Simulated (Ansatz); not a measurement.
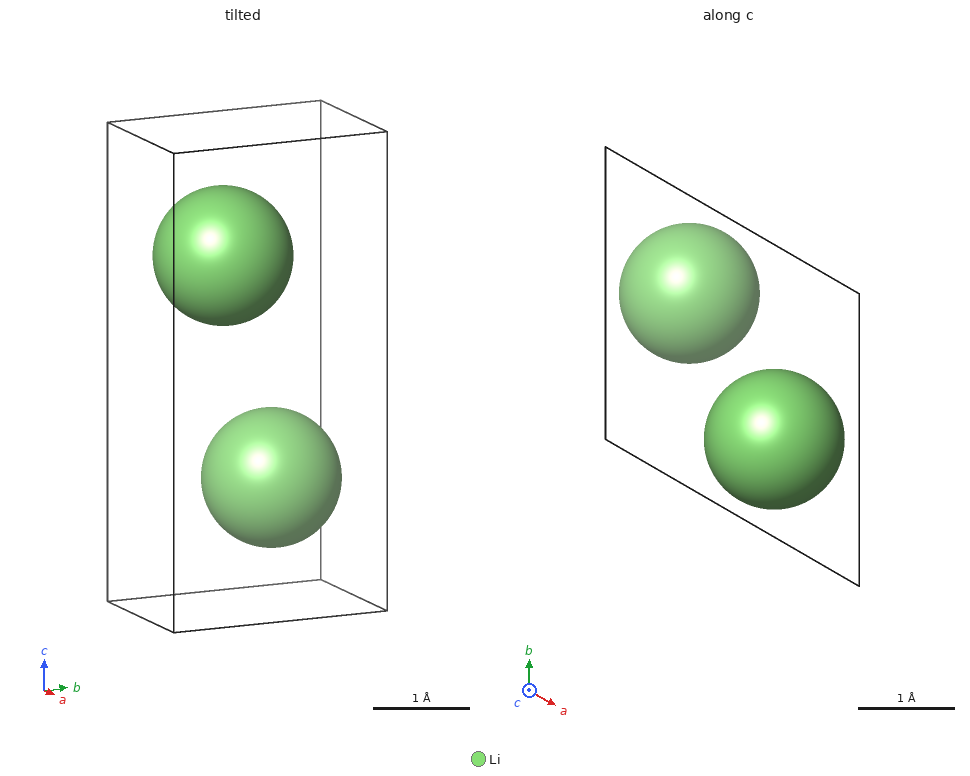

Spheres-only model, viewed slightly off an axis and along the c axis. The edges of the unit cell are marked.

Li, a = 3.054 Å, b = 3.047 Å, c = 5.022 Å, α = 90.00°, β = 90.00°, γ = 120.08°. Strictly the space group is Cmcm (No. 63, within 0.01 Å). It is a distorted form of a primitive hexagonal structure, space group P6_3/mmc (No. 194) within 0.25 Å: hexagonal close-packed (Mg type). The structure comes from a random cell made by a generator, so it need not be a real form of the element. Earlier steps of the study, as a rule a relaxation of our own, may have changed the cell and positions, so they can lie some per cent off the listed ones. It went into a calculation with Ansatz.

This one geometry was computed with Ansatz (DFT, plane waves, PAW) at three levels of theory: LDA, PBE and r2SCAN.

> How does the band gap change with the level of theory?

All levels give a metal.

> Collect the results in a table.

| level | cutoff (eV) | k-mesh of the run's cell | gap (eV) | pressure (GPa) |
| --- | --- | --- | --- | --- |
| LDA | 420 | 20×20×12 | metal | -0.9 |
| PBE | 420 | 20×20×12 | metal | 0.0 |
| r2SCAN | 500 | 20×20×12 | metal | 0.5 |

Gaps are taken on the k-mesh or band path of each run.
